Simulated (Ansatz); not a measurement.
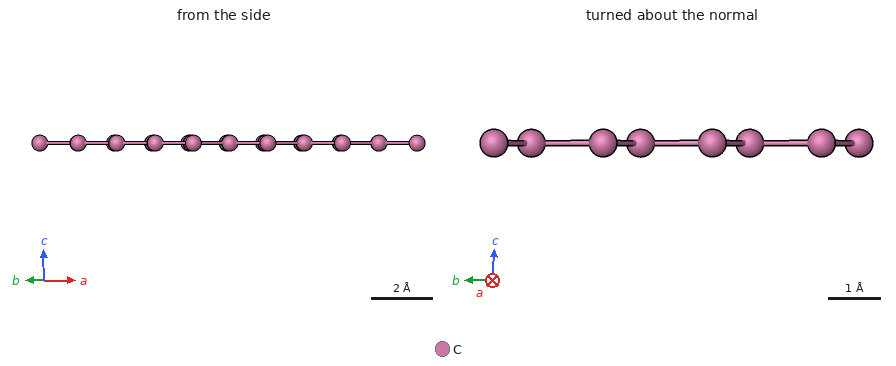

A ball-and-stick picture of a periodic sheet, seen from the side and turned about the normal. The surface normal points up in side views; the vacuum is left out. 4×4 cells are drawn in the plane, with atoms at the edges repeated.

The cell holds 2 C.

How far apart are the outermost atoms along the normal?

Answer. About 0.0 Å from the lowest to the highest atom.

What bonds hold it together?

Answer. C bonds to three C in a trigonal planar arrangement at about 1.4 to 1.5 Å. The bonds build C layers parallel to the surface.

Its origin is a structure listed in the Materials Project. The cell was then strained or its atoms displaced on purpose. An electronic-structure calculation with Ansatz was run on it.

At this level of theory the run's own cell isn't at rest (forces up to 1.5 eV/Å), so its distances can differ from those at equilibrium, the more so the softer the solid.
